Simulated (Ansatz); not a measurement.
**CaO: density, localisation and related maps**

Input file:

```
crystal:
  lattice:
    - [0.0, 2.435185056, 2.435185056]
    - [2.435185056, 0.0, 2.435185056]
    - [2.435185056, 2.435185056, 0.0]
  atoms:
    - { symbol: Ca, position: [0.0, 0.0, 0.0] }
    - { symbol: O, position: [0.5, 0.5, 0.5] }
hamiltonian:
  xc: blyp
  pseudopotentials: { kind: paw }
kpoints:
  mp_grid: { grid: [10, 10, 10] }
scf:
  occupations: { method: fermi_dirac, width: 0.05 }
output:
  forces: true
  stress: true
  eigenvalues: true
  write_density: true
  write_potential: true
  elf: true
  volumetric_format: npy
```

Command:

```sh
ansatz run input.yaml --threads 2 --pin off --max-ram 5120MiB --backend cpu --events-out ev --progress --plain --runs-dir out
```

Below, planes, directions and counts refer to the conventional cell (a = 4.87 Å, b = 4.87 Å, c = 4.87 Å, α = 90.00°, β = 90.00°, γ = 90.00°).

Space group Fm-3m; a structure from a database of computed crystals, not necessarily the ambient phase.

Level of theory: Ansatz, Kohn-Sham DFT of a periodic cell, BLYP, Ansatz PAW.

In a PAW calculation such maps are meaningful between the atoms, not at the nuclei.

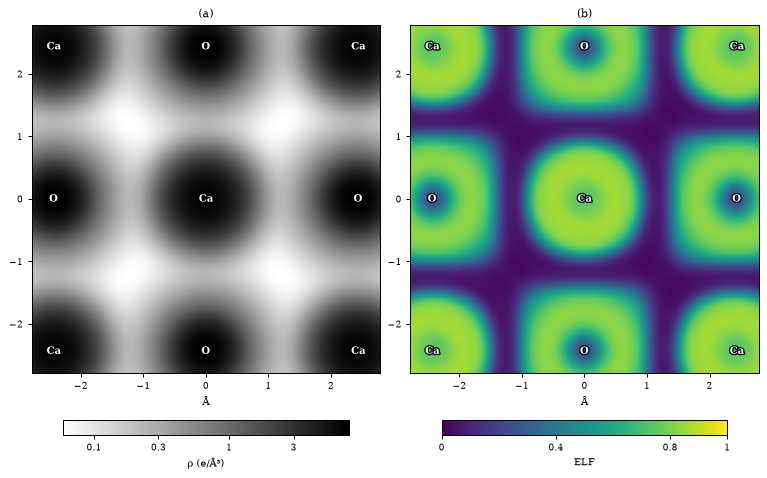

Figure 1. (a) valence electron density; (b) ELF on the (010) plane of the conventional cell.

Interpret the plot.

- The section cuts through Ca and O sites.
- Ca–O (2.44 Å): ρ is about 0.24 e/Å³ halfway; the ELF is about 0.10 at the midpoint (a closed-shell, largely ionic contact).
- Between the atoms the lowest density in this plane is 0.06 e/Å³.
- The features right at Ca lie inside the PAW spheres, where the map follows smoothed inner orbitals and isn't to be read closely.

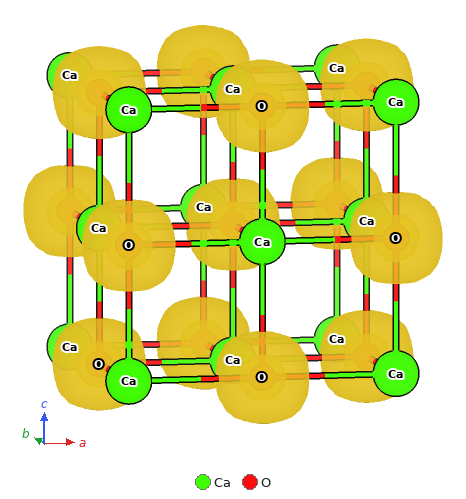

Figure 2. Isosurface of the electron localisation function at 0.75 (yellow), seen slightly off an axis. Only the valence region is drawn (cores and ρ < 0.01 e/Å³ removed). Sticks mark near contacts.

What do the ELF domains correspond to?

At this value the surface marks out four regions wrapped around O (the valence shell of each), counted in one cell of 8 atoms. Regions shared between cells count once.

Does the calculation give a band gap?

It is gapped, with a Kohn–Sham gap of 3.8 eV on the k-point mesh (the band edges may lie off the mesh, which would make the gap smaller).
